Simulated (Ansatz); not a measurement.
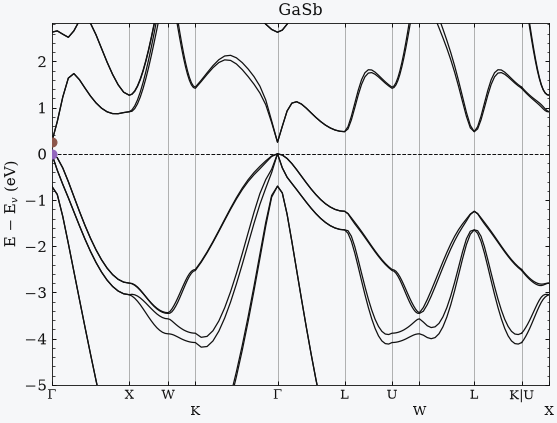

Band structure of zincblende GaSb, space group F-43m (No. 216), 2 atoms in the primitive cell (cubic a = 6.118 Å). Method: r2SCAN, Ansatz PAW, spin-orbit coupling, no magnetisation, 6×6×6 k mesh, 500 eV cutoff, Fermi-Dirac smearing of 0.05 eV (Ansatz). Energies are counted from the top of the valence band.

The bands leave a gap. The gap along this path is 0.25 eV and direct: both edges lie at Γ. The valence-band top at Γ is fourfold; a twofold level follows 0.70 eV lower. The direct gaps are 1.72 eV at L, 3.92 eV at K and 3.92 eV at U.

The PAW data sets were made with another functional. LDA, GGA and most meta-GGA functionals understate gaps.
